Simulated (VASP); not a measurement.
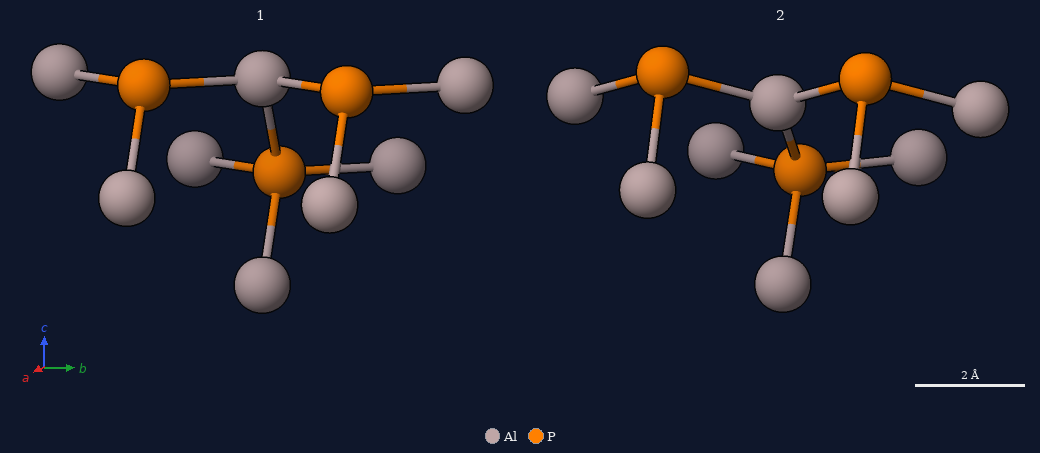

Two geometries of a slab of composition AlP, drawn at one scale. One is the start of a relaxation, the other its converged end. The picture is a ball-and-stick view of the atoms within 4.2 Å of the atom that moves most (axes of the cell of the calculation, outlined in the plane, without the vacuum (origin shifted)), seen slightly off an axis.

These are results of Kohn-Sham DFT of a periodic cell, PBEsol, VASP PAW PBE potentials, recommended (VASP 6.6.1), not measurements. Settings: plane-wave cutoff 520 eV; k-point mesh 4 × 6 × 1; occupations gaussian; smearing width 0.05 eV; no spin polarisation.

**Which one is relaxed?**

Structure 2 is the relaxed one. The run lets the atoms move in a fixed cell. After 26 geometry steps the energy has fallen by 1.390 eV per cell of the calculation. Largest force component: 1.4 eV/Å at the start, 0.011 eV/Å at the end. The largest moves relative to the layer's centre, 0.54 Å, are those of Al atoms. By element the largest moves are Al 0.54 Å, P 0.28 Å. The cell stays as it was. Some distances before and after: Al–P 2.360 → 2.317 Å, Al–P 2.360 → 2.383 Å. Among the angles between lasting bonds that change: Al–P–Al 109.5° → 89.7°, Al–P–Al 109.5° → 94.7°, P–Al–P 109.5° → 123.2°.
